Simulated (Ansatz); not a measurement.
# Two runs on Ta

System: Ta (P2₁/m, 2 atoms in the cell).
Method of run 1: DFT PBEsol, scalar-relativistic, plane waves, PAW, no spin polarisation (Ansatz 0.2.0).

The structure derives from a Materials Project entry. Text and figures count atoms from 1; the logs count them from 0 in places.

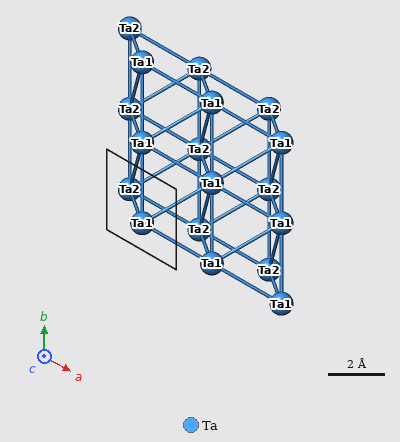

**Figure 1.** The structure (ball-and-stick view of the cell of the calculation, repeated 3 × 3 × 1, along the c axis; atoms are numbered from 1 in the order of the input). An atom can appear more than once, as a periodic image.

**Input, run 1**
```yaml
crystal:
  lattice:
    - [2.9003720726, 0.0, 0.0]
    - [-1.4501860363, 2.5117958953, 0.0]
    - [0.0, 0.0, 5.166274]
  atoms:
    - { symbol: Ta, position: [0.5115141591, 0.3333333333, 0.75] }
    - { symbol: Ta, position: [0.3333333333, 0.6666666667, 0.25] }
basis:
  ecutwfc: 420
kpoints:
  mp_grid: { grid: [18, 18, 10] }
hamiltonian:
  xc: pbesol
scf:
  occupations: { method: gaussian, width: 0.15 }
output:
  forces: true
  stress: true
  eigenvalues: true
```

Launched with:
```bash
ansatz run input.yaml --threads 1 --pin off --max-ram 2560MiB --backend cpu --events-out ev --progress --plain --runs-dir out
```

Hardware: 1 thread of Intel Xeon @ 2.70GHz, 189 GiB of memory available, shared host.

**Output, shortened to warnings, some set-up lines, iterations and results (run 1)**
```
Basis set: ecut = 420 eV, 725 PW (Γ), exchange–correlation on 40×40×72 points (8 copies of the dense FFT grid, shifted against one another)
Symmetry: 4 space group operations
k-points: 984 of 3240
Initial density: superposition of atomic densities (neutral atoms: chi_scale 0, normalization atom), corrected by the library's trained network
[...]
SCF iter   1: F=—  HF=-19612.448642 eV  |F-HF|=—  |Δ(HF+E_count)|=         —  Δρ=5.75e-3  dr2=7.00e-3  ethr=1.77e-3  ⟨swp⟩=5.1  Hψ=73687  notcnv=0
SCF iter   2: F=—  HF=-19612.447548 eV  |F-HF|=—  |Δ(HF+E_count)|=   1.09e-3  Δρ=3.43e-3  dr2=2.87e-3  ethr=2.69e-5  ⟨swp⟩=1.6  Hψ=26923  notcnv=0
SCF iter   3: F=—  HF=-19612.446866 eV  |F-HF|=—  |Δ(HF+E_count)|=   6.81e-4  Δρ=4.09e-4  dr2=3.66e-5  ethr=1.11e-5  ⟨swp⟩=2.1  Hψ=20285  notcnv=0
SCF iter   4: F=—  HF=-19612.446873 eV  |F-HF|=—  |Δ(HF+E_count)|=   6.26e-6  Δρ=1.26e-4  dr2=3.48e-6  ethr=1.41e-7  ⟨swp⟩=2.3  Hψ=27083  notcnv=0
SCF iter   5: F=-19612.446872 eV  HF=-19612.446872 eV  |F-HF|=1.72e-8  |Δ(HF+E_count)|=   5.40e-7  Δρ=1.78e-5  dr2=5.84e-8  ethr=1.34e-8  ⟨swp⟩=2.0  Hψ=20020  notcnv=0
SCF iter   6: F=-19612.446872 eV  HF=-19612.446872 eV  |F-HF|=1.84e-9  |Δ(HF+E_count)|=   8.94e-9  Δρ=4.03e-6  dr2=3.63e-9  ethr=2.24e-10  ⟨swp⟩=2.2  Hψ=59941  notcnv=0
SCF 1 converged in 6 iterations: F = -19612.446872 eV  dr2 = 3.63e-9
SCF converged after 6 iterations
Free energy (F): -19612.446872 eV
Harris-Foulkes:  -19612.446872 eV  (|F-HF|=1.84e-9)
Internal energy: -19612.416829 eV  (E = F + TS)
E sigma→0 (E₀):  -19612.431851 eV
Entropy (-TS):   -0.030043 eV (-15.022 meV/atom)
Fermi energy:    17.915079 eV
--- Per-component energies (eV) ---
  E_band       = -234.522631
  E_kinetic    = 729.795823
  E_local      = -1162.126129  (includes V_loc(G=0)·N_el)
  E_nonlocal   = 34.581191
  E_hartree    = 399.507160
  E_xc         = -432.790868
  E_vxc        = -406.089320  (∫ρ·V_xc dr)
  E_paw        = -16544.644449  (= ΣΔE_a)
  E_vpaw       = -229.697470  (= ΣTr[D̂ρ^β])
  E_aug_tail   = 0.000282  (compensation charges beyond the density's cutoff)
  E_ewald      = -2637.167134
  E_core_change = 0.427293  (= ΣΔE_core)
  E_smearing   = -0.030043  (= −TS)
  E_closure    = 0.000000  (closes the sum)
  Σ components = -19612.446872   (vs F -19612.446872, Δ=0.00e0)
--- Forces (eV/Å), atoms counted from 1 ---
  atom   1  Ta    -0.04472638    -0.54373189    -0.00000000
  atom   2  Ta     0.04472638     0.54373189     0.00000000
  max |Σ_I F_I| component: 0.00e0 eV/Å
--- Stress (GPa, compression-positive) ---
       -5.752527      -6.624999      -0.000000
       -6.624999      -4.925245      -0.000000
       -0.000000      -0.000000     -10.111281
  P = ⅓ Tr σ = -6.9297 GPa (-69.297 kbar)
```

The input of run 2 differs as follows (lines with − go, lines with + come):
```diff
-    - { symbol: Ta, position: [0.5115141591, 0.3333333333, 0.75] }
+    - { symbol: Ta, position: [0.5115141591, 0.3333333333, 0.6628966059] }
```

How does run 2 compare with run 1?

With the same functional and potentials, run 2 lies 458.9 meV per atom higher. The pressure goes from −6.93 to 7.83 GPa. The largest force goes from 0.546 to 4.031 eV/Å. The number of SCF iterations is the same. The irreducible k-points go from 984 to 1624. On the same kind of shared host run 2 took about 1.6 times as long.

**Output, shortened to warnings, some set-up lines, iterations and results (run 2)**
```
Basis set: ecut = 420 eV, 725 PW (Γ), exchange–correlation on 40×40×72 points (8 copies of the dense FFT grid, shifted against one another)
Symmetry: 2 space group operations
k-points: 1624 of 3240
Initial density: superposition of atomic densities (neutral atoms: chi_scale 0, normalization atom), corrected by the library's trained network
[...]
SCF iter   1: F=—  HF=-19611.531872 eV  |F-HF|=—  |Δ(HF+E_count)|=         —  Δρ=7.24e-3  dr2=1.08e-2  ethr=1.77e-3  ⟨swp⟩=5.1  Hψ=128049  notcnv=0
SCF iter   2: F=—  HF=-19611.529814 eV  |F-HF|=—  |Δ(HF+E_count)|=   2.06e-3  Δρ=4.13e-3  dr2=3.66e-3  ethr=4.15e-5  ⟨swp⟩=1.2  Hψ=41311  notcnv=0
SCF iter   3: F=—  HF=-19611.529073 eV  |F-HF|=—  |Δ(HF+E_count)|=   7.41e-4  Δρ=4.30e-4  dr2=5.54e-5  ethr=1.41e-5  ⟨swp⟩=2.4  Hψ=36334  notcnv=0
SCF iter   4: F=—  HF=-19611.529079 eV  |F-HF|=—  |Δ(HF+E_count)|=   6.35e-6  Δρ=9.43e-5  dr2=2.66e-6  ethr=2.13e-7  ⟨swp⟩=2.4  Hψ=48763  notcnv=0
SCF iter   5: F=—  HF=-19611.529079 eV  |F-HF|=—  |Δ(HF+E_count)|=   4.31e-7  Δρ=2.47e-5  dr2=2.27e-7  ethr=1.02e-8  ⟨swp⟩=2.1  Hψ=37528  notcnv=0
SCF iter   6: F=-19611.529079 eV  HF=-19611.529079 eV  |F-HF|=2.83e-9  |Δ(HF+E_count)|=   3.87e-8  Δρ=3.49e-6  dr2=6.07e-9  ethr=3.85e-10  ⟨swp⟩=4.7  Hψ=94250  notcnv=0
SCF 1 converged in 6 iterations: F = -19611.529079 eV  dr2 = 6.07e-9
SCF converged after 6 iterations
Free energy (F): -19611.529079 eV
Harris-Foulkes:  -19611.529079 eV  (|F-HF|=2.83e-9)
Internal energy: -19611.493344 eV  (E = F + TS)
E sigma→0 (E₀):  -19611.511211 eV
Entropy (-TS):   -0.035735 eV (-17.867 meV/atom)
Fermi energy:    17.964805 eV
--- Per-component energies (eV) ---
  E_band       = -234.968236
  E_kinetic    = 734.879446
  E_local      = -1322.232360  (includes V_loc(G=0)·N_el)
  E_nonlocal   = 36.941306
  E_hartree    = 477.053274
  E_xc         = -434.074729
  E_vxc        = -407.752666  (∫ρ·V_xc dr)
  E_paw        = -16545.724610  (= ΣΔE_a)
  E_vpaw       = -230.910057  (= ΣTr[D̂ρ^β])
  E_aug_tail   = 0.000295  (compensation charges beyond the density's cutoff)
  E_ewald      = -2558.763259
  E_core_change = 0.427293  (= ΣΔE_core)
  E_smearing   = -0.035735  (= −TS)
  E_closure    = 0.000000  (closes the sum)
  Σ components = -19611.529079   (vs F -19611.529079, Δ=0.00e0)
--- Forces (eV/Å), atoms counted from 1 ---
  atom   1  Ta    -0.06653286    -1.03228473     3.89621510
  atom   2  Ta     0.06653286     1.03228473    -3.89621510
  max |Σ_I F_I| component: 0.00e0 eV/Å
--- Stress (GPa, compression-positive) ---
        6.860273      -7.866027      -1.811012
       -7.866027       8.753248      -6.133873
       -1.811011      -6.133873       7.868664
  P = ⅓ Tr σ = 7.8274 GPa (78.274 kbar)
```

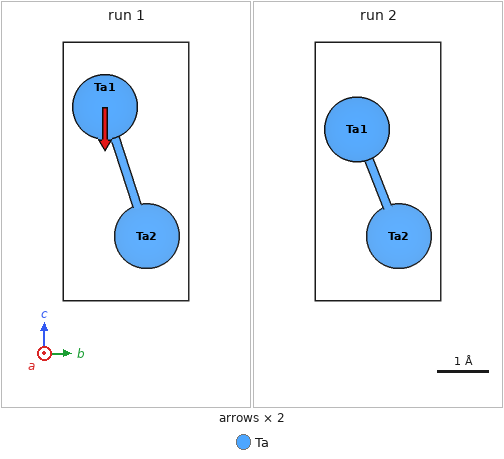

**Figure 2.** The two input geometries at one scale (ball-and-stick view of the cell of the calculation, along the a axis). The red arrows on the first give the shifts of the atoms relative to the cell, magnified 2 times. Ta1 moves most: 0.45 Å. The cell stays as it was. Among the contacts that change: Ta1–Ta2 2.894 → 3.302 Å.

**The two runs side by side**

```csv
quantity,run 1,run 2
outcome,converged,converged
free energy per atom (eV),−9806.2234,−9805.7645
"energy per atom, smearing taken to zero (eV)",−9806.2159,−9805.7556
gap on the mesh (eV),0.00,0.00
pressure (GPa),−6.93,7.83
largest force (eV/Å),0.546,4.031
SCF iterations,6,6
irreducible k-points,984,1624
plane waves at Γ,725,725
wall time (shared host),21 s,35 s
```

For both runs: Spin–orbit coupling is left out, which matters for Ta. For run 2: The cell is under a pressure of 7.8 GPa at this level, so it is not at its equilibrium volume.
